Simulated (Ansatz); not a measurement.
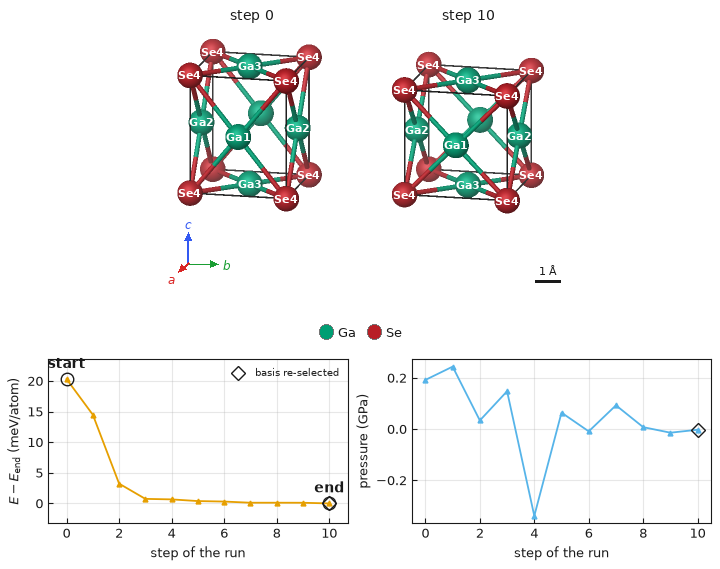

First and last geometry of a relaxation of a crystal of Ga3Se (a generated structure, set up in P4/mmm), with the history of the run. A ball-and-stick model of the cell of the calculation, seen slightly off an axis.

Level of theory: DFT PBE, scalar-relativistic, plane waves, PAW (Ansatz 0.2.0).

Input file:
```yaml
crystal:
  lattice:
    - [4.0999316874, 0.0, 0.0]
    - [0.0, 4.0999316874, 0.0]
    - [0.0, 0.0, 5.0348214273]
  atoms:
    - { symbol: Ga, position: [0.0, 0.5, 0.5] }
    - { symbol: Ga, position: [0.5, 0.0, 0.5] }
    - { symbol: Ga, position: [0.5, 0.5, 0.0] }
    - { symbol: Se, position: [0.0, 0.0, 0.0] }
basis:
  ecutwfc: 420
kpoints:
  mp_grid: { grid: [12, 12, 10] }
hamiltonian:
  xc: pbe
scf:
  occupations: { method: gaussian, width: 0.1 }
output:
  forces: true
  stress: true
  eigenvalues: true
relax:
  adjacent_minimum: "off"
  f_tol: 0.01
  max_steps: 80
  cell: { stress_tol: 0.05 }
```

Command:
```bash
ansatz run input.yaml --threads 1 --pin off --max-ram 2560MiB --backend cpu --events-out ev --progress --plain --runs-dir out
```

> Did the run converge, and what did it change?

It converged. After 9 accepted moves (10 points after the start) the energy has fallen by 20.3 meV per atom. All forces vanish by symmetry, so only the cell relaxes. Pressure: 0.19 GPa at the start and 0.00 GPa at the end. At 1 point the geometry stayed and the basis and grid were re-selected for the new cell (energy shift of 0.1 meV per atom at most each time). No atom moves by more than 0.005 Å relative to the cell. The drawn cell changes as follows: a = b 4.100 → 4.371 Å (+6.6 %), c 5.035 → 4.479 Å (−11.0 %); the volume changes by +1.1 %. Some distances before and after: Ga3–Se4 2.899 → 3.091 Å, Ga1–Se4 3.246 → 3.129 Å. The space group stays P4/mmm (No. 123). The run took 2.8 min on 1 thread of Intel(R) Xeon(R) 6975P-C (Granite Rapids), on a shared host, peak memory 0.68 GiB.

| step | E − E(0), meV/atom | pressure, GPa | volume, Å³/atom | note |
| --- | --- | --- | --- | --- |
| 0 | 0.00 | 0.19 | 21.158 |  |
| 1 | -5.82 | 0.24 | 21.145 |  |
| 2 | -17.08 | 0.03 | 21.373 |  |
| 3 | -19.57 | 0.15 | 21.311 |  |
| 4 | -19.66 | -0.34 | 21.565 |  |
| 5 | -19.93 | 0.06 | 21.349 |  |
| 6 | -20.01 | -0.01 | 21.388 |  |
| 7 | -20.20 | 0.09 | 21.335 |  |
| 8 | -20.20 | 0.01 | 21.380 |  |
| 9 | -20.21 | -0.01 | 21.392 |  |
| 10 | -20.32 | 0.00 | 21.392 | same geometry, new basis |
